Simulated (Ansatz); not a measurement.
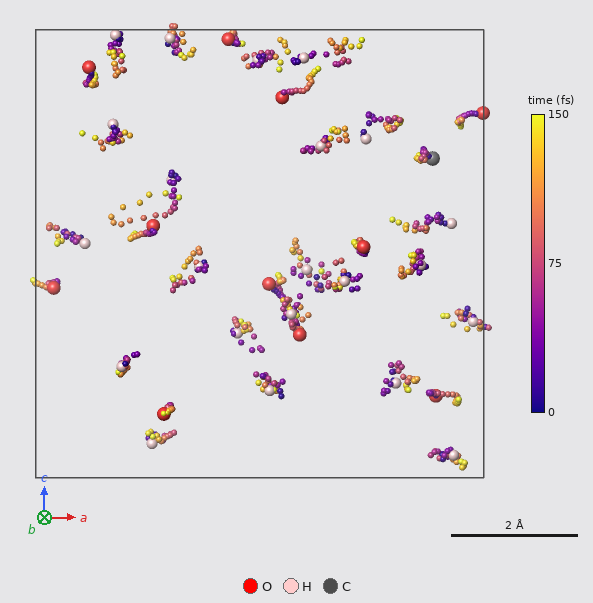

A Born-Oppenheimer molecular dynamics run of a periodic cell with 10 H2O + 1 H2CO at 0.967 g/cm³, 150 fs long. Dots mark each atom's position at evenly spaced times, coloured by time; spheres stand at the starting positions. Seen along the b axis in the simulation cell.

Method: Ansatz, DFT PBE, scalar-relativistic, plane waves, PAW. Set-up: plane-wave cutoff 420 eV; k-point mesh 1 × 1 × 1; Fermi-Dirac smearing 0.05 eV; Langevin thermostat (NVT); set temperature 400 K; time step 0.5 fs; friction 0.02 per fs.

Question: What do the traces tell about the motion?

Answer: Root-mean-square distances from the starting positions over the second half, with the common drift of all atoms taken out: H 0.47 Å, C 0.41 Å, O 0.29 Å. The heavy atoms stay within a fraction of a molecule's size of their starting places; so short a run doesn't tell a liquid from a solid. The mean temperature in the second half is 337 K (standard deviation 43 K). The potential energy in the second half lies on average 37.3 meV per atom above the first frame.

Limits of the set-up: the periodic images lie only 7.1 Å apart, so the values are limited by the cell's size.

Cost: 5.2 min on 1 thread of Intel(R) Xeon(R) 6975P-C (Granite Rapids) (shared host), peak memory 0.48 GiB.
